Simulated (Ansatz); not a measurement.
# SnO: geometry relaxation (part 1 of 2)

- system: SnO (P4/nmm, 4 atoms in the cell)
- method: DFT PBEsol, scalar-relativistic, plane waves, PAW, no spin polarisation (Ansatz 0.2.0)

The structure derives from an entry of the Crystallography Open Database. Figures and captions count atoms from 1; the log counts them from 0 in places.

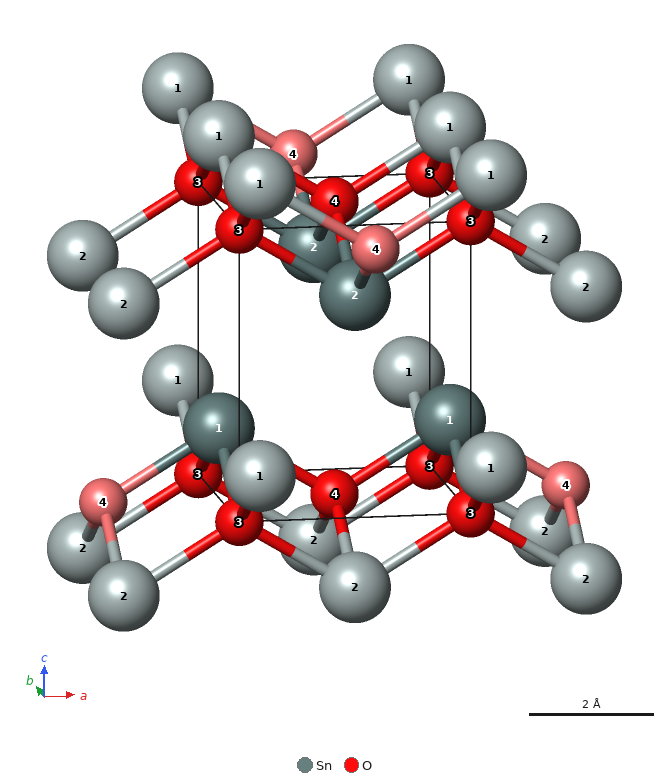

*The starting structure (ball-and-stick view of the cell of the calculation, seen slightly off an axis; neighbours outside the cell are drawn fainter; atoms are numbered from 1 in the order of the input).*

Near neighbours in the crystal (not all of them lie inside the picture): Sn has 4 O at 2.22 Å; O has 4 Sn at 2.22 Å.

### Results in brief

| quantity | value |
| --- | --- |
| outcome | converged |
| space group (tolerance 0.01 Å) | P4/nmm (129) |
| electrons treated | 40 |
| free energy | −13021.4209 eV |
| Fermi energy | 10.129 eV |
| gap on the k-point mesh | none (metallic) |
| pressure | 0.00 GPa |
| final volume | 68.83 Å³ |
| largest force (length of the vector) at the end | 0.002 eV/Å |
| final cell | a = 3.805 Å, b = 3.805 Å, c = 4.753 Å, α = 90.00°, β = 90.00°, γ = 90.00° |
| hardware | 1 thread of Intel Xeon (Sapphire Rapids), 32 GiB of memory available, shared host |
| wall time | 85 s |
| peak memory | 0.58 GiB |

### Input file
```yaml
crystal:
  lattice:
    - [3.802, 0.0, 0.0]
    - [0.0, 3.802, 0.0]
    - [0.0, 0.0, 4.836]
  atoms:
    - { symbol: Sn, position: [0.0, 0.5, 0.2385] }
    - { symbol: Sn, position: [0.5, 0.0, 0.7615] }
    - { symbol: O, position: [0.0, 0.0, 0.0] }
    - { symbol: O, position: [0.5, 0.5, 0.0] }
basis:
  ecutwfc: 420
kpoints:
  mp_grid: { grid: [12, 12, 10] }
hamiltonian:
  xc: pbesol
scf:
  occupations: { method: gaussian, width: 0.1 }
output:
  forces: true
  stress: true
  eigenvalues: true
  write_density: true
  write_potential: true
  elf: true
  volumetric_format: npy
relax:
  adjacent_minimum: "off"
  f_tol: 0.005
  max_steps: 80
  cell: { stress_tol: 0.05 }
```

Command:
```bash
ansatz run input.yaml --threads 1 --pin off --max-ram 3072MiB --backend cpu --events-out ev --progress --plain --runs-dir out
```

### Log
```
Engine: ansatz 0.2.0, x86_64-unknown-linux-gnu
Pseudopotentials: kind: paw
Pseudopotential: Sn, paw, valence charge 14, recommended cutoff 420 eV (normal), Sn.paw.azcp
Pseudopotential: O, paw, valence charge 6, recommended cutoff 420 eV (normal), O.paw.azcp
Functional definition: PBEsol
  exchange = pbesol_x
  correlation = pbesol_c
Crystal: 4 atoms, lattice volume = 69.905 Å³
Basis set: ecut = 420 eV, 1361 PW (Γ), exchange–correlation on 54×54×72 points (8 copies of the dense FFT grid, shifted against one another)
Bands: 24, of which v1, the nominal top of the filled ones, is band 20 counted from 1 (19 counted from 0)
Symmetry: 16 space group operations
Space group: P4/nmm (ITA 129), of the structure as read, at distance tolerance 4.1e-5 Å
k-points: 168 of 1440
Non-local potential: Sn, projectors of the file, l = 0: 2, l = 1: 2, l = 2: 2, l = 3: 2
Non-local potential: O, projectors of the file, l = 0: 2, l = 1: 2, l = 2: 1
PAW form: soft (Blöchl's): semilocal exchange-correlation on the pseudo side does not see the compensation charge
PAW frozen core: Sn, regenerated for the run's functional, and the local potential with it (the file was generated under x = pbe(κ = 0.804, μ = 0.2195149727645171), c = pbe(β = 0.06672455060314922))
PAW frozen core: O, regenerated for the run's functional, and the local potential with it (the file was generated under x = pbe(κ = 0.804, μ = 0.2195149727645171), c = pbe(β = 0.06672455060314922))
PAW one-centre angular grid: Sn, 590 points (default); XC on 64 Gauss nodes
PAW one-centre angular grid: O, 110 points (default); XC on 64 Gauss nodes
Initial density: superposition of atomic densities (neutral atoms: chi_scale 0, normalization atom), corrected by the library's trained network
Initial wavefunctions: pseudopotential atomic-orbital guess
Functional: x = pbesol(κ = 0.804, μ = 0.12345679012345678), c = pbesol(β = 0.046)
SCF iter   1: F=—  HF=-13021.443559 eV  |F-HF|=—  |Δ(HF+E_count)|=         —  Δρ=1.35e-2  dr2=1.05e-1  ethr=1.77e-3  ⟨swp⟩=5.8  Hψ=18121  notcnv=0
preconditioner: auto → Kerker (q_TF=auto, 2.486 Å⁻¹)  [metal: Δε(μ)=0.060 eV  Ē_g=17.975 eV  σ=0.100 eV  W_gap=0.32  n_scr=18 (ndim 8)  ℏωp=28.1 eV  f_vac=0.018  D(μ)=0.15/eV (n_scr^D=0)]
SCF iter   2: F=—  HF=-13021.418634 eV  |F-HF|=—  |Δ(HF+E_count)|=   2.49e-2  Δρ=2.28e-3  dr2=2.50e-3  ethr=2.63e-4  ⟨swp⟩=2.0  Hψ=7163  notcnv=0
preconditioner: auto → Resta (q_TF=auto, 2.486 Å⁻¹)  ε∞=3.4  [insulator: Δε(μ)=0.148 eV  Ē_g=18.016 eV  σ=0.100 eV  W_gap=0.70  n_scr=18 (ndim 8)  ℏωp=28.1 eV  f_vac=0.017  D(μ)=0.10/eV (n_scr^D=0)  ε∞_Penn≈3.4]
SCF iter   3: F=—  HF=-13021.418338 eV  |F-HF|=—  |Δ(HF+E_count)|=   2.96e-4  Δρ=9.92e-4  dr2=5.73e-4  ethr=6.25e-6  ⟨swp⟩=3.0  Hψ=7456  notcnv=0
SCF iter   4: F=—  HF=-13021.418374 eV  |F-HF|=—  |Δ(HF+E_count)|=   3.52e-5  Δρ=2.51e-4  dr2=5.23e-5  ethr=1.43e-6  ⟨swp⟩=2.1  Hψ=7381  notcnv=0
SCF iter   5: F=—  HF=-13021.418389 eV  |F-HF|=—  |Δ(HF+E_count)|=   1.56e-5  Δρ=5.06e-5  dr2=2.66e-6  ethr=1.31e-7  ⟨swp⟩=3.0  Hψ=7436  notcnv=0
SCF iter   6: F=-13021.418391 eV  HF=-13021.418391 eV  |F-HF|=3.44e-8  |Δ(HF+E_count)|=   1.89e-6  Δρ=1.18e-5  dr2=9.44e-8  ethr=2.50e-10  ⟨swp⟩=7.9  Hψ=28244  notcnv=0
SCF 1 converged in 6 iterations: F = -13021.418391 eV  dr2 = 9.44e-8
  greatest PAW one-centre occupation: 0.994 electrons in one spin orbital (limit 2), on the Sn atom at site 1 (counted from 0), in its partial waves of l = 2
relax step   1: F+E_penalty+E_count = -13021.41839113 eV  Δ(F+E_penalty+E_count) = +0.000e0 eV  max|allowed force component| = 5.663e-2 eV/Å  Δτ_max = 0.0000 Å  P = -0.041 GPa  Ω = 69.905 Å³  (6 SCF iters, dr2 threshold 1.00e-7 eV, accepted)
Crystal: 4 atoms, lattice volume = 68.604 Å³
Basis set: ecut = 420 eV, 1335 PW (Γ), exchange–correlation on 54×54×72 points (8 copies of the dense FFT grid, shifted against one another)
Initial density: handed on by an earlier stage of this run
Initial wavefunctions: those handed on with the density
iter 1 solved again at ethr=9.45e-6 eV; its pass at ethr=3.10e-3 eV (dr2=3.78e-3 eV) is discarded
SCF iter   1: F=—  HF=-13021.424526 eV  |F-HF|=—  |Δ(HF+E_count)|=         —  Δρ=2.41e-3  dr2=3.70e-3  ethr=9.45e-6  ⟨swp⟩=1.3  Hψ=25049  notcnv=0
preconditioner: auto → Resta (q_TF=auto, 2.494 Å⁻¹)  ε∞=3.5  [insulator: Δε(μ)=0.117 eV  Ē_g=18.025 eV  σ=0.100 eV  W_gap=0.52  n_scr=18 (ndim 8)  ℏωp=28.4 eV  f_vac=0.010  D(μ)=0.20/eV (n_scr^D=0)  ε∞_Penn≈3.5]
SCF iter   2: F=—  HF=-13021.423684 eV  |F-HF|=—  |Δ(HF+E_count)|=   8.42e-4  Δρ=1.09e-3  dr2=5.63e-4  ethr=9.26e-6  ⟨swp⟩=3.0  Hψ=7428  notcnv=0
SCF iter   3: F=—  HF=-13021.423575 eV  |F-HF|=—  |Δ(HF+E_count)|=   1.10e-4  Δρ=5.60e-4  dr2=1.75e-4  ethr=1.41e-6  ⟨swp⟩=2.3  Hψ=6149  notcnv=0
SCF iter   4: F=—  HF=-13021.423546 eV  |F-HF|=—  |Δ(HF+E_count)|=   2.81e-5  Δρ=1.20e-4  dr2=1.04e-5  ethr=4.38e-7  ⟨swp⟩=2.2  Hψ=5221  notcnv=0
SCF iter   5: F=—  HF=-13021.423546 eV  |F-HF|=—  |Δ(HF+E_count)|=   7.10e-7  Δρ=2.69e-5  dr2=4.74e-7  ethr=2.60e-8  ⟨swp⟩=2.3  Hψ=6312  notcnv=0
SCF iter   6: F=-13021.423546 eV  HF=-13021.423546 eV  |F-HF|=1.83e-8  |Δ(HF+E_count)|=   1.00e-7  Δρ=5.71e-6  dr2=2.47e-8  ethr=7.16e-10  ⟨swp⟩=10.3  Hψ=31914  notcnv=0
SCF 2 converged in 6 iterations: F = -13021.423546 eV  dr2 = 2.47e-8
relax step   2: F+E_penalty+E_count = -13021.42354584 eV  Δ(F+E_penalty+E_count) = -5.155e-3 eV  max|allowed force component| = 1.055e-1 eV/Å  Δτ_max = 0.0264 Å  P = -0.027 GPa  Ω = 68.604 Å³  energy of the carried Pulay correction = +4.092e-3 eV  (6 SCF iters, dr2 threshold 2.87e-7 eV, accepted)
Crystal: 4 atoms, lattice volume = 69.010 Å³
iter 1 solved again at ethr=1.29e-6 eV; its pass at ethr=3.10e-3 eV (dr2=5.15e-4 eV) is discarded
SCF iter   1: F=—  HF=-13021.423419 eV  |F-HF|=—  |Δ(HF+E_count)|=         —  Δρ=9.81e-4  dr2=5.08e-4  ethr=1.29e-6  ⟨swp⟩=2.0  Hψ=22396  notcnv=0
preconditioner: auto → Kerker (q_TF=auto, 2.491 Å⁻¹)  [metal: Δε(μ)=0.069 eV  Ē_g=18.051 eV  σ=0.100 eV  W_gap=0.37  n_scr=18 (ndim 8)  ℏωp=28.3 eV  f_vac=0.010  D(μ)=0.14/eV (n_scr^D=0)]
SCF iter   2: F=—  HF=-13021.423306 eV  |F-HF|=—  |Δ(HF+E_count)|=   1.13e-4  Δρ=4.75e-4  dr2=1.27e-4  ethr=1.27e-6  ⟨swp⟩=2.1  Hψ=7307  notcnv=0
SCF iter   3: F=—  HF=-13021.423277 eV  |F-HF|=—  |Δ(HF+E_count)|=   2.93e-5  Δρ=1.65e-4  dr2=2.60e-5  ethr=3.19e-7  ⟨swp⟩=2.9  Hψ=8145  notcnv=0
SCF iter   4: F=—  HF=-13021.423272 eV  |F-HF|=—  |Δ(HF+E_count)|=   5.36e-6  Δρ=5.59e-5  dr2=3.40e-6  ethr=6.49e-8  ⟨swp⟩=2.2  Hψ=5237  notcnv=0
SCF iter   5: F=—  HF=-13021.423271 eV  |F-HF|=—  |Δ(HF+E_count)|=   8.97e-7  Δρ=1.88e-5  dr2=4.20e-7  ethr=8.49e-9  ⟨swp⟩=2.6  Hψ=6510  notcnv=0
SCF iter   6: F=-13021.423271 eV  HF=-13021.423271 eV  |F-HF|=1.39e-8  |Δ(HF+E_count)|=   4.87e-8  Δρ=5.96e-6  dr2=5.03e-8  ethr=1.00e-9  ⟨swp⟩=9.9  Hψ=26904  notcnv=0
SCF 3 converged in 6 iterations: F = -13021.423271 eV  dr2 = 5.03e-8
relax step   3: F+E_penalty+E_count = -13021.42327071 eV  Δ(F+E_penalty+E_count) = +2.751e-4 eV  max|allowed force component| = 1.021e-2 eV/Å  Δτ_max = 0.0098 Å  P = -0.001 GPa  Ω = 69.010 Å³  energy of the carried Pulay correction = +2.807e-3 eV  (6 SCF iters, dr2 threshold 4.00e-7 eV, accepted)
Crystal: 4 atoms, lattice volume = 69.007 Å³
iter 1 solved again at ethr=4.23e-9 eV; its pass at ethr=3.10e-3 eV (dr2=1.69e-6 eV) is discarded
SCF iter   1: F=—  HF=-13021.423300 eV  |F-HF|=—  |Δ(HF+E_count)|=         —  Δρ=8.30e-5  dr2=2.18e-6  ethr=4.23e-9  ⟨swp⟩=3.0  Hψ=23679  notcnv=0
preconditioner: auto → Kerker (q_TF=auto, 2.491 Å⁻¹)  [metal: Δε(μ)=0.068 eV  Ē_g=18.044 eV  σ=0.100 eV  W_gap=0.37  n_scr=18 (ndim 8)  ℏωp=28.3 eV  f_vac=0.010  D(μ)=0.14/eV (n_scr^D=0)]
SCF iter   2: F=—  HF=-13021.423304 eV  |F-HF|=—  |Δ(HF+E_count)|=   4.32e-6  Δρ=4.39e-5  dr2=6.96e-7  ethr=4.23e-9  ⟨swp⟩=2.0  Hψ=6661  notcnv=0
SCF iter   3: F=—  HF=-13021.423304 eV  |F-HF|=—  |Δ(HF+E_count)|=   4.91e-8  Δρ=8.50e-6  dr2=4.58e-8  ethr=1.74e-9  ⟨swp⟩=2.5  Hψ=7410  notcnv=0
SCF iter   4: F=-13021.423304 eV  HF=-13021.423304 eV  |F-HF|=5.45e-9  |Δ(HF+E_count)|=   1.19e-8  Δρ=4.89e-6  dr2=1.50e-8  ethr=4.10e-11  ⟨swp⟩=8.5  Hψ=24225  notcnv=0
SCF 4 converged in 4 iterations: F = -13021.423304 eV  dr2 = 1.50e-8
relax step   4: F+E_penalty+E_count = -13021.42330396 eV  Δ(F+E_penalty+E_count) = -3.325e-5 eV  max|allowed force component| = 4.333e-4 eV/Å  Δτ_max = 0.0003 Å  P = +0.005 GPa  Ω = 69.007 Å³  energy of the carried Pulay correction = +2.815e-3 eV  (4 SCF iters, dr2 threshold 1.64e-8 eV, accepted)
Basis set: ecut = 420 eV, 1335 PW (Γ), exchange–correlation on 54×54×64 points (8 copies of the dense FFT grid, shifted against one another)
Initial wavefunctions: pseudopotential atomic-orbital guess (no wavefunctions were taken with the density)
iter 1 solved again at ethr=1.17e-7 eV; its pass at ethr=3.10e-3 eV (dr2=4.67e-5 eV) is discarded
SCF iter   1: F=—  HF=-13021.420932 eV  |F-HF|=—  |Δ(HF+E_count)|=         —  Δρ=1.01e-4  dr2=9.70e-7  ethr=1.17e-7  ⟨swp⟩=3.3  Hψ=28756  notcnv=0
preconditioner: auto → Kerker (q_TF=auto, 2.491 Å⁻¹)  [metal: Δε(μ)=0.068 eV  Ē_g=18.044 eV  σ=0.100 eV  W_gap=0.36  n_scr=18 (ndim 8)  ℏωp=28.3 eV  f_vac=0.010  D(μ)=0.14/eV (n_scr^D=0)]
SCF iter   2: F=—  HF=-13021.420898 eV  |F-HF|=—  |Δ(HF+E_count)|=   3.49e-5  Δρ=5.03e-5  dr2=2.98e-7  ethr=2.42e-9  ⟨swp⟩=2.1  Hψ=5964  notcnv=0
SCF iter   3: F=—  HF=-13021.420898 eV  |F-HF|=—  |Δ(HF+E_count)|=   4.66e-7  Δρ=1.76e-5  dr2=3.01e-8  ethr=7.45e-10  ⟨swp⟩=2.1  Hψ=4871  notcnv=0
SCF iter   4: F=—  HF=-13021.420898 eV  |F-HF|=—  |Δ(HF+E_count)|=   6.21e-8  Δρ=1.16e-6  dr2=9.67e-10  ethr=7.52e-11  ⟨swp⟩=2.0  Hψ=5716  notcnv=0
SCF iter   5: F=—  HF=-13021.420898 eV  |F-HF|=—  |Δ(HF+E_count)|=  1.20e-10  Δρ=3.38e-7  dr2=1.25e-10  ethr=2.42e-12  ⟨swp⟩=2.6  Hψ=5780  notcnv=0
SCF iter   6: F=-13021.420898 eV  HF=-13021.420898 eV  |F-HF|=3.64e-12  |Δ(HF+E_count)|=  1.27e-11  Δρ=1.08e-7  dr2=8.29e-12  ethr=1.00e-12  ⟨swp⟩=6.8  Hψ=19730  notcnv=0
SCF 5 converged in 6 iterations: F = -13021.420898 eV  dr2 = 8.29e-12
relax step   5: F+E_penalty+E_count = -13021.42089808 eV  Δ(F+E_penalty+E_count) = +2.406e-3 eV  max|allowed force component| = 1.068e-3 eV/Å  Δτ_max = 0.0000 Å  P = -0.046 GPa  Ω = 69.007 Å³  stress off target by 1.26e-1 GPa  SCF on the basis re-selected at this cell (its energy is not comparable with the rows above)  (6 SCF iters)
basis re-selected at this cell: Δ(F+E_penalty+E_count) = +2.406e-3 eV, ΔP = -0.051 GPa vs the last step (what re-selecting the basis moved, of the pressure what is left beyond the Pulay correction that the steps carried, after the strain that the cell walked since its last selection, with what the two solves' SCF thresholds leave and, on support functions, any second-order correction that the steps lacked; it is no measure of the basis error at this ecutwfc). The dense FFT grid was sized anew with the basis: this SCF ran on 27×27×32 points, the steps before it on 27×27×36, so part of this shift can come from that change (see relax.cell in the input reference). This SCF's stress stands 1.26e-1 GPa from its target on what of the cell is left free (relax.cell.stress_tol is 5.00e-2 GPa) and its largest allowed force component is 1.07e-3 eV/Å (relax.f_tol is 5.00e-3 eV/Å): not within both, so this SCF does not close the relaxation
Crystal: 4 atoms, lattice volume = 68.757 Å³
iter 1 solved again at ethr=1.81e-7 eV; its pass at ethr=3.10e-3 eV (dr2=7.25e-5 eV) is discarded
SCF iter   1: F=—  HF=-13021.421782 eV  |F-HF|=—  |Δ(HF+E_count)|=         —  Δρ=2.52e-4  dr2=7.13e-5  ethr=1.81e-7  ⟨swp⟩=3.0  Hψ=23441  notcnv=0
preconditioner: auto → Kerker (q_TF=auto, 2.493 Å⁻¹)  [metal: Δε(μ)=0.050 eV  Ē_g=18.052 eV  σ=0.100 eV  W_gap=0.27  n_scr=18 (ndim 8)  ℏωp=28.3 eV  f_vac=0.010  D(μ)=0.15/eV (n_scr^D=0)]
SCF iter   2: F=—  HF=-13021.421734 eV  |F-HF|=—  |Δ(HF+E_count)|=   4.80e-5  Δρ=1.50e-4  dr2=3.05e-5  ethr=1.78e-7  ⟨swp⟩=1.0  Hψ=4034  notcnv=0
SCF iter   3: F=—  HF=-13021.421726 eV  |F-HF|=—  |Δ(HF+E_count)|=   8.74e-6  Δρ=5.93e-5  dr2=5.54e-6  ethr=7.64e-8  ⟨swp⟩=2.5  Hψ=6949  notcnv=0
SCF iter   4: F=—  HF=-13021.421724 eV  |F-HF|=—  |Δ(HF+E_count)|=   1.06e-6  Δρ=3.20e-5  dr2=6.60e-7  ethr=1.38e-8  ⟨swp⟩=2.2  Hψ=5179  notcnv=0
SCF iter   5: F=—  HF=-13021.421724 eV  |F-HF|=—  |Δ(HF+E_count)|=   8.71e-8  Δρ=1.05e-5  dr2=9.56e-8  ethr=1.65e-9  ⟨swp⟩=2.0  Hψ=5647  notcnv=0
SCF iter   6: F=-13021.421724 eV  HF=-13021.421724 eV  |F-HF|=3.64e-10  |Δ(HF+E_count)|=   9.54e-9  Δρ=3.15e-6  dr2=9.33e-9  ethr=9.92e-11  ⟨swp⟩=8.8  Hψ=24606  notcnv=0
SCF 6 converged in 6 iterations: F = -13021.421724 eV  dr2 = 9.33e-9
relax step   6: F+E_penalty+E_count = -13021.42172435 eV  Δ(F+E_penalty+E_count) = -8.263e-4 eV  max|allowed force component| = 1.617e-2 eV/Å  Δτ_max = 0.0026 Å  P = +0.122 GPa  Ω = 68.757 Å³  energy of the carried Pulay correction = +7.751e-4 eV  (6 SCF iters, dr2 threshold 3.97e-8 eV, accepted)
Crystal: 4 atoms, lattice volume = 68.830 Å³
iter 1 solved again at ethr=1.94e-8 eV; its pass at ethr=3.10e-3 eV (dr2=7.76e-6 eV) is discarded
```
